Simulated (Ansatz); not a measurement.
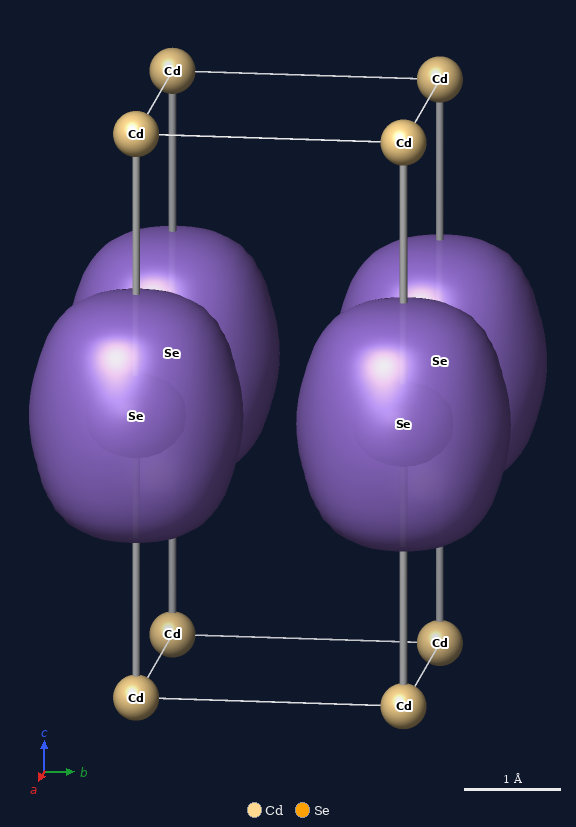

The picture shows: CdSe. Isosurface of the ELF at 0.6 (purple), seen at an oblique angle. Core shells and regions of very low density are left out. Sticks mark near contacts.

Space group P4/mmm; a structure generated by program, which may or may not match a known phase.

The calculation used Ansatz, DFT PBE, scalar-relativistic, plane waves, PAW.

In a PAW calculation such maps are meaningful between the atoms, not at the nuclei.

> Identify the bonds, lone pairs and shells in this picture.

The ELF exceeds this value in one region wrapped around Se (its valence shell), counted in one cell of 2 atoms. Regions shared between cells count once. Along the contacts the grid gives the following. Cd–Se (3.04 Å): the ELF is about 0.30 at the midpoint and 0.15 at its lowest between the atoms.
